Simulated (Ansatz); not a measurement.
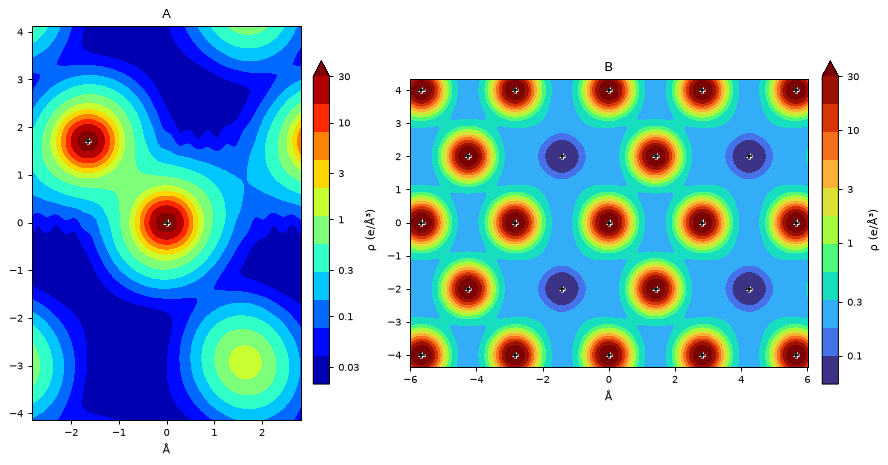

The valence pseudo-density of 2 systems, each on a plane through atoms (crosses mark nuclei in the plane).

Level of theory: Kohn-Sham DFT of a periodic cell, r2SCAN, Ansatz PAW (Ansatz).

System 1: Se, the (110) plane of the conventional cell. Space group P3₁21.

```yaml
crystal:
  lattice:
    - [4.36620, 0.00000, 0.00000]
    - [-2.18310, 3.78124, 0.00000]
    - [0.00000, 0.00000, 4.95360]
  atoms:
    - { symbol: Se, position: [0.77460, 0.77460, 0.00000] }
    - { symbol: Se, position: [0.00000, 0.22540, 0.66667] }
    - { symbol: Se, position: [0.22540, 0.00000, 0.33333] }
```

System 2: AlCu3, the (101) plane of the conventional cell. Space group Fm-3m; a structure from a database of computed crystals, not necessarily the ambient phase; computed pressure about 11 GPa in this cell.

```
Cu Al
1.0
     5.65811    0.00000    0.00000
     0.00000    5.65811    0.00000
     0.00000    0.00000    5.65811
Cu Al
12 4
Direct
  0.75000 0.25000 0.25000
  0.25000 0.75000 0.25000
  0.25000 0.25000 0.75000
  0.75000 0.75000 0.75000
  0.25000 0.25000 0.25000
  0.75000 0.75000 0.25000
  0.75000 0.25000 0.75000
  0.25000 0.75000 0.75000
  0.50000 0.00000 0.00000
  0.00000 0.50000 0.00000
  0.00000 0.00000 0.50000
  0.50000 0.50000 0.50000
  0.00000 0.00000 0.00000
  0.50000 0.50000 0.00000
  0.50000 0.00000 0.50000
  0.00000 0.50000 0.50000
```

Match each panel to its system.

Panel A is system 1, Se: the plane holds Se. Se–Se (2.37 Å): ρ at the midpoint is about 0.66 e/Å³. Panel B is system 2, AlCu3: the plane holds Cu and Al. Cu–Cu (2.45 Å): ρ at the midpoint is about 0.32 e/Å³.
